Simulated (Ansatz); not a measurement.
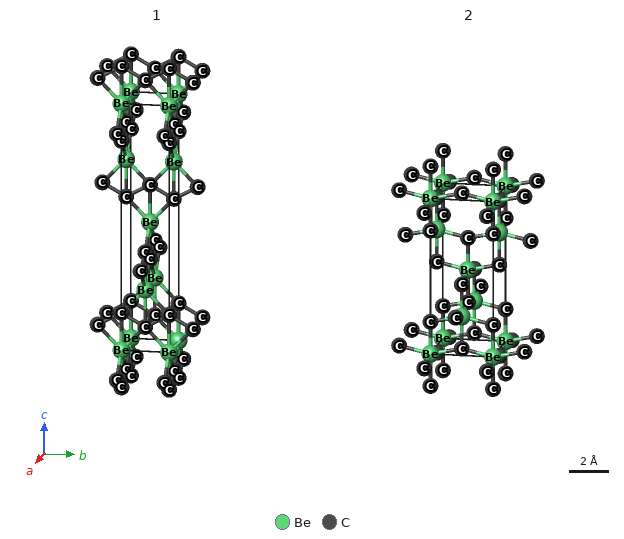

Two geometries of solid BeC2 (built on the anatase_141 type) (coarse preliminary run), drawn at one scale. One is the start of a relaxation, the other its converged end. The picture is a ball-and-stick view of the conventional cell (2 times the calculation's cell), seen slightly off an axis. Lengths and directions refer to the drawn axes.

The calculation used Ansatz, DFT PBE, scalar-relativistic, plane waves, PAW. Settings: plane-wave cutoff 420 eV; k-point mesh 8 × 8 × 8; occupations gaussian; smearing width 0.1 eV; no spin polarisation; cell and atoms relaxed; force threshold 0.04 eV/Å; at most 70 steps.

> Which of the two is the end point?

Structure 1 is the relaxed one. Case: anatase type (I4_1/amd, No. 141). After 18 accepted moves (22 points after the start) the energy has fallen by 10.901 eV per cell of the calculation. The largest force component goes from 0.86 to 0.011 eV/Å. The pressure goes from 23.32 to 0.05 GPa. The line search rejected the trial step at point 11 of the run. The SCF was repeated 3 times at an unchanged geometry on a basis and grid sized afresh for the cell, which shifted the energy by 0.793 eV per cell of the calculation at most. The largest moves relative to the cell, 0.74 Å, are those of C atoms. Be stays in place. Cell: a = b 3.355 → 2.553 Å (−23.9 %), c 8.434 → 13.388 Å (+58.7 %). Volume −8.1 %. Among the contacts that change: C–C 2.170 → 1.458 Å, Be–C 1.743 → 2.025 Å, Be–C 1.717 → 1.838 Å. New bonds form: C–C (2.17 → 1.46 Å). Among the angles between lasting bonds that change: C–Be–C 155.4° → 88.0°, Be–C–Be 155.4° → 88.0°, C–Be–C 102.3° → 136.0°. The space group stays I4_1/amd (No. 141). Cost: 62 s on 1 thread of Intel(R) Xeon(R) 6975P-C (Granite Rapids) (shared host), peak memory 0.36 GiB.
